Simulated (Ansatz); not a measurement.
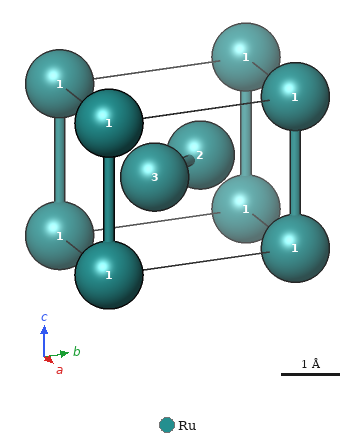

The input geometry (ball-and-stick view of the cell of the calculation, seen slightly off an axis; atoms are numbered from 1 in the order of the input). An atom can appear more than once, as a periodic image.

Run report: Ru, single-point calculation

The run: single-point calculation of Ru (P6/mmm, 3 atoms in the cell). Method and program: DFT r2SCAN, scalar-relativistic, plane waves, PAW, no spin polarisation (Ansatz 0.2.0).

The structure was made by swapping elements on the sites of another compound; it need not be a known phase. It belongs to a series of runs on one base structure; here: Ti -> Ru on all its sites, cell and atoms relaxed. Figures and captions count atoms from 1; the log counts them from 0 in places.

**The input**
```yaml
crystal:
  lattice:
    - [4.2893122714, 0.0, 0.0]
    - [-2.1446561357, 3.7146533918, 0.0]
    - [0.0, 0.0, 2.6522274188]
  atoms:
    - { symbol: Ru, position: [0.0, 0.0, 0.0] }
    - { symbol: Ru, position: [0.3333333333, 0.6666666667, 0.5] }
    - { symbol: Ru, position: [0.6666666667, 0.3333333333, 0.5] }
basis:
  ecutwfc: 500
kpoints:
  mp_grid: { grid: [6, 6, 6] }
hamiltonian:
  xc: r2scan
scf:
  occupations: { method: gaussian, width: 0.1 }
output:
  forces: true
  stress: true
  eigenvalues: true
```

Hardware: 1 thread of Intel Xeon @ 2.50GHz (Skylake/Cascade Lake), 192 GiB of memory available, shared host.

Launch command:
```bash
ansatz run input.yaml --threads 1 --pin off --max-ram 2560MiB --backend cpu --events-out ev --progress --plain --runs-dir out
```

**The program's output**
```
Engine: ansatz 0.2.0, x86_64-unknown-linux-gnu
Pseudopotentials: kind: paw
Pseudopotential: Ru, paw, valence charge 16, recommended cutoff 500 eV (meta_gga), Ru.paw.azcp
Functional definition: r2SCAN
  parameter k0 = 0.174
  parameter k1 = 0.065
  parameter a1 = 4.9479
  exchange = r2scan_x(k0 = k0, k1 = k1, a1 = a1)
  correlation = r2scan_c
Crystal: 3 atoms, lattice volume = 42.259 Å³
Basis set: ecut = 500 eV, 1095 PW (Γ), exchange–correlation on 128×128×80 points (64 copies of the dense FFT grid, shifted against one another)
Bands: 29, of which v1, the nominal top of the filled ones, is band 24 counted from 1 (23 counted from 0)
Symmetry: 24 space group operations
Space group: P6/mmm (ITA 191), of the structure as read, at distance tolerance 3.5e-5 Å
k-points: 28 of 216
Non-local potential: Ru, projectors of the file, l = 0: 3, l = 1: 2, l = 2: 2, l = 3: 1
PAW form: soft (Blöchl's): semilocal exchange-correlation on the pseudo side does not see the compensation charge
PAW frozen core: Ru, regenerated for the run's functional (the file was generated under x = pbe(κ = 0.804, μ = 0.2195149727645171), c = pbe(β = 0.06672455060314922))
PAW one-centre angular grid: Ru, 590 points (default); XC on 160 Gauss nodes
Initial density: superposition of atomic densities (neutral atoms: chi_scale 0, normalization atom), corrected by the library's trained network
Initial wavefunctions: pseudopotential atomic-orbital guess
Functional: x = r2scan, c = r2scan; τ floored in thin density (d = 2e-4 eV/Å³)
SCF iter   1: F=—  HF=-17671.170525 eV  |F-HF|=—  |Δ(HF+E_count)|=         —  Δρ=1.11e-2  dr2=1.91e-2  dr2_τ=2.23e-2  ethr=1.77e-3  ⟨swp⟩=4.8  Hψ=2866  notcnv=0
preconditioner: auto → none  [metal: Δε(μ)=0.031 eV  Ē_g=5.092 eV  σ=0.100 eV  W_gap=0.18  n_scr=8 (ndim 8)  ℏωp=28.0 eV  f_vac=0.000  D(μ)=4.90/eV (n_scr^D=68)  sad-step TF]
SCF iter   2: F=—  HF=-17671.197783 eV  |F-HF|=—  |Δ(HF+E_count)|=   2.73e-2  Δρ=6.30e-3  dr2=5.80e-3  dr2_τ=4.69e-4  ethr=3.97e-5  ⟨swp⟩=2.0  Hψ=1743  notcnv=0  defer=3
SCF iter   3: F=—  HF=-17671.218078 eV  |F-HF|=—  |Δ(HF+E_count)|=   2.03e-2  Δρ=1.60e-2  dr2=2.27e-1  dr2_τ=1.24e-2  ethr=1.21e-5  ⟨swp⟩=2.1  Hψ=1528  notcnv=0  defer=3  recentre
SCF iter   4: F=—  HF=-17671.201745 eV  |F-HF|=—  |Δ(HF+E_count)|=   1.63e-2  Δρ=1.75e-3  dr2=1.40e-3  dr2_τ=1.25e-4  ethr=1.21e-5  ⟨swp⟩=2.1  Hψ=1359  notcnv=0  defer=3
SCF iter   5: F=—  HF=-17671.202094 eV  |F-HF|=—  |Δ(HF+E_count)|=   3.48e-4  Δρ=4.65e-4  dr2=3.71e-5  dr2_τ=3.21e-6  ethr=2.91e-6  ⟨swp⟩=2.2  Hψ=1169  notcnv=0  defer=5
SCF iter   6: F=—  HF=-17671.202192 eV  |F-HF|=—  |Δ(HF+E_count)|=   9.84e-5  Δρ=6.92e-5  dr2=1.15e-6  dr2_τ=1.46e-7  ethr=7.72e-8  ⟨swp⟩=2.0  Hψ=1421  notcnv=0  defer=5
SCF iter   7: F=—  HF=-17671.202194 eV  |F-HF|=—  |Δ(HF+E_count)|=   1.68e-6  Δρ=2.06e-5  dr2=1.19e-7  dr2_τ=1.04e-8  ethr=2.39e-9  ⟨swp⟩=2.0  Hψ=1458  notcnv=0  defer=5
SCF iter   8: F=-17671.202194 eV  HF=-17671.202194 eV  |F-HF|=1.25e-8  |Δ(HF+E_count)|=   1.47e-7  Δρ=6.33e-6  dr2=9.54e-9  dr2_τ=8.82e-10  ethr=2.08e-10  ⟨swp⟩=5.4  Hψ=2816  notcnv=0
SCF 1 converged in 8 iterations: F = -17671.202194 eV  dr2 = 9.54e-9
  greatest PAW one-centre occupation: 0.996 electrons in one spin orbital (limit 2), on the Ru atom at site 2 (counted from 0), in its partial waves of l = 1
```

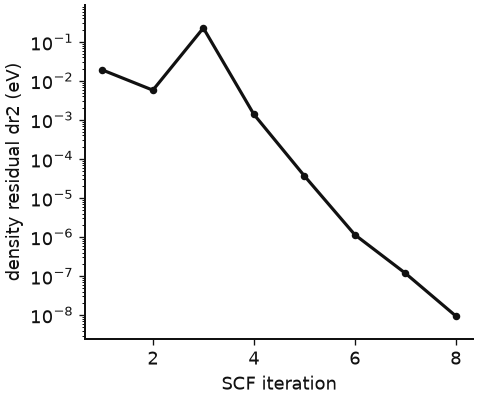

Convergence of the self-consistent field: density residual dr2 against the SCF iteration. The residual comes down, with one marked jump up, by a factor of about 40, at step 3.

```
SCF converged after 8 iterations
Free energy (F): -17671.202194 eV
Harris-Foulkes:  -17671.202194 eV  (|F-HF|=1.25e-8)
Internal energy: -17671.177382 eV  (E = F + TS)
E sigma→0 (E₀):  -17671.189788 eV
Entropy (-TS):   -0.024812 eV (-8.271 meV/atom)
Fermi energy:    22.561471 eV
--- Per-component energies (eV) ---
  E_band       = -250.451589
  E_kinetic    = 1540.283801
  E_local      = -3909.720244  (includes V_loc(G=0)·N_el)
  E_nonlocal   = 1029.945963
  E_hartree    = 1258.512011
  E_xc         = -551.220770
  E_vxc        = -798.462900  (∫ρ·V_xc dr)
  E_paw        = -10437.060390  (= ΣΔE_a)
  E_vpaw       = -685.746832  (= ΣTr[D̂ρ^β])
  E_aug_tail   = 0.000257  (compensation charges beyond the density's cutoff)
  E_vtau       = 56.220160  (kinetic-family band-sum trace: ∫τ·v_τ [+ j·A + Jᵃ·Aᵃ] dr)
  E_ewald      = -6600.985144
  E_core_change = -0.932867  (= ΣΔE_core)
  E_smearing   = -0.024812  (= −TS)
  E_closure    = -0.000000  (closes the sum)
  Σ components = -17671.202194   (vs F -17671.202194, Δ=0.00e0)
--- Forces (eV/Å), atoms counted from 1 ---
  atom   1  Ru     0.00000000    -0.00000000     0.00000000
  atom   2  Ru    -0.00000000     0.00000000     0.00000000
  atom   3  Ru     0.00000000    -0.00000000     0.00000000
  max |Σ_I F_I| component: 9.25e-18 eV/Å
--- Stress (GPa, compression-positive) ---
       -7.978263      -0.000000       0.000000
        0.000000      -7.978263       0.000000
        0.000000       0.000000      -1.167074
  P = ⅓ Tr σ = -5.7079 GPa (-57.079 kbar)
--- Band table (eV; the first three rows and the last of 28) ---
  k-point 0: bands = ["-52.9066", "-52.6414", "-52.6364", "-22.4174", "-22.4174", "-22.0169", "-22.0169", "-21.7442", "-21.4992", "-21.4723", "-21.4256", "-21.4256", "14.2719", "16.3405", "18.9598", "18.9919", "18.9919", "19.0572", "19.0572", "19.4971", "20.3542", "20.3542", "21.2135", "21.2135", "21.3012", "21.3012", "24.2208", "24.2208", "32.0642"]
  k-point 1: bands = ["-52.8825", "-52.6288", "-52.6189", "-22.3969", "-22.3969", "-21.9686", "-21.9686", "-21.9033", "-21.6571", "-21.6559", "-21.4421", "-21.4421", "15.0419", "17.1373", "18.1599", "18.1599", "18.4471", "18.4471", "20.1116", "20.1386", "20.1386", "20.3504", "21.2491", "21.2491", "22.0254", "22.0254", "23.9084", "23.9084", "32.6599"]
  k-point 2: bands = ["-52.8331", "-52.6044", "-52.5839", "-22.3556", "-22.3556", "-22.2101", "-22.0172", "-21.9659", "-21.8544", "-21.8544", "-21.4924", "-21.4924", "16.7198", "16.8797", "16.8797", "17.4618", "17.4618", "18.7117", "20.2492", "20.2492", "20.7640", "20.7640", "22.8676", "22.8676", "22.8856", "22.9842", "23.7767", "23.7767", "30.4452"]
  k-point 27: bands = ["-52.6878", "-52.6878", "-52.5925", "-22.5950", "-22.3006", "-22.3006", "-22.0314", "-21.9390", "-21.9390", "-21.7134", "-21.7134", "-21.4290", "16.0201", "17.7274", "17.7535", "17.7535", "18.3076", "18.3076", "19.5039", "19.5039", "20.5119", "20.5119", "21.5675", "23.7346", "24.3313", "24.6227", "24.6227", "25.4819", "28.6197"]
```

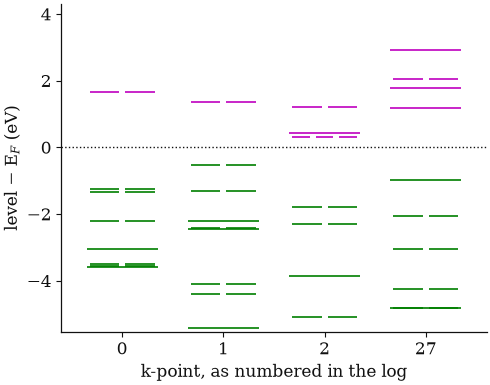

Kohn–Sham levels near the Fermi level (dotted) at the few k-points that the log prints; levels within 0.02 eV of each other stand side by side. The system is metallic on the full mesh.

**Results in brief**

- outcome: converged
- space group (tolerance 0.01 Å): P6/mmm (191)
- electrons treated: 48
- free energy: −17671.2022 eV
- Fermi energy: 22.561 eV
- gap on the k-point mesh: none (metallic)
- pressure: −5.71 GPa
- largest force (length of the vector): under 0.001 eV/Å
- wall time: 6.4 s
- peak memory: 0.47 GiB
